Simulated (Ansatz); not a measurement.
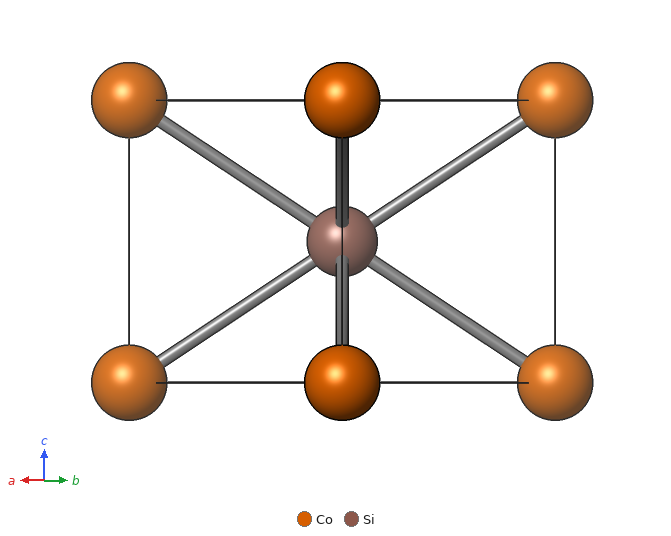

Ball-and-stick representation of a periodic structure, projected along [110]. The lines enclose the conventional unit cell; boundary atoms appear with their images.

Cell parameters: a = 2.84 Å, b = 2.84 Å, c = 2.66 Å, α = 90.00°, β = 90.00°, γ = 90.00°.

The composition is CoSi.

### Describe the environment of the Si atoms.

Each Si has eight Co in a cubic arrangement at about 2.4 Å.

### What extended units do the bonds make?

The bonds build a three-dimensional framework.

Provenance: a textbook structure type filled with these elements (whether it is the usual form wasn't checked). The structure drawn was relaxed with Ansatz 0.2.0, DFT PBE, scalar-relativistic, plane waves, PAW.
